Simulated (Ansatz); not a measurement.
A periodic structure is given below.

```
CELL_PARAMETERS angstrom
4.31433 0.00000 0.00000
0.00000 4.31433 0.00000
0.00000 0.00000 4.31433
ATOMIC_POSITIONS crystal
Al 0.00000 0.00000 0.00000
Ga 0.50000 0.50000 0.00000
Ga 0.50000 0.00000 0.50000
Ga 0.00000 0.50000 0.50000
N 0.75521 0.75521 0.24479
N 0.75521 0.24479 0.75521
N 0.24479 0.75521 0.75521
N 0.24479 0.24479 0.24479
```

> What crystal do these data define?

The formula is AlGa₃N₄. It is primitive cubic, space group P-43m (No. 215). It has 8 atoms to the cell (1 Al, 3 Ga, 4 N). About every Al there are four N in a tetrahedral arrangement at 1.83 Å. Each Ga has four N in a tetrahedral arrangement at 1.88 Å. About every N there are three Ga and one Al in a tetrahedral arrangement (1.88 Å to Ga, 1.83 Å to Al). The bonds build a three-dimensional framework.

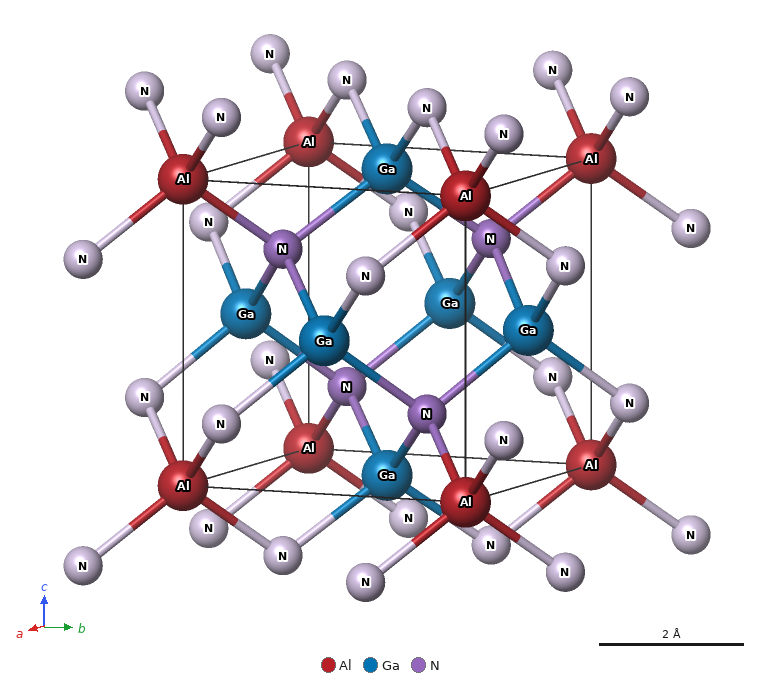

Shown here is a ball-and-stick view of the crystal, taken slightly off an axis. The frame is the conventional unit cell; atoms at its boundary are shown with their periodic copies. Atoms outside the box are added where they are bonded to one inside, in fainter colours. Colours: aluminium red, gallium blue, nitrogen purple.

Its origin is a structure listed in the Materials Project. Earlier steps of the study may have refined or changed the cell and positions. Ansatz was used for an electronic-structure calculation on it.

At this level of theory the cell isn't at rest (compressed, at 25 GPa), so its distances can differ from those at equilibrium, the more so the softer the solid.
